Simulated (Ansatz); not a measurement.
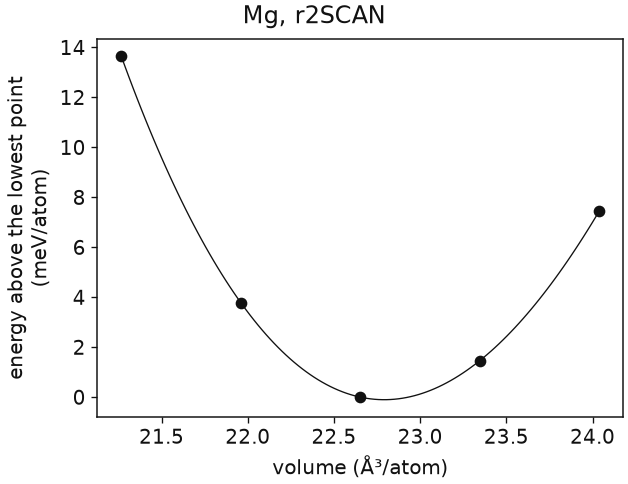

The figure shows the energy above the lowest point against volume for Mg, space group Fm-3m (No. 225) (one of a set of cubic test structures, which need not be the stable phase).

Computed with Ansatz 0.2.0 development build: equation of state of a cubic crystal from periodic Kohn-Sham density functional theory without spin, third-order Birch-Murnaghan fit to the free energies; pressure corrected for the finite basis. Level: r2SCAN.

- structure type: fcc
- atoms in cell: 1
- space group number: 225
- lattice centring: face-centred primitive
- k mesh: 13×13×13
- occupation method: Fermi–Dirac
- occupation width: 0.1 eV
- wave cutoff: 500 eV
- datasets: soft-1 PAW
- density tolerance: 1e−07 eV
- bands: 9
- density cutoff ratio: 4
- search for lower states: default

From this curve and the settings, what does the calculation give for the pressure at the same points?

The pressure falls from 3.054 GPa at volume 21.27 Å³/atom to −1.859 GPa at 24.04 Å³/atom, and changes sign near 22.80 Å³/atom.

```
volume (Å³/atom)  pressure (GPa)
           21.27           3.054
           21.96           1.542
           22.65           0.240
           23.35          -0.890
           24.04          -1.859
```

Note: cubic model structure, not the ambient form.
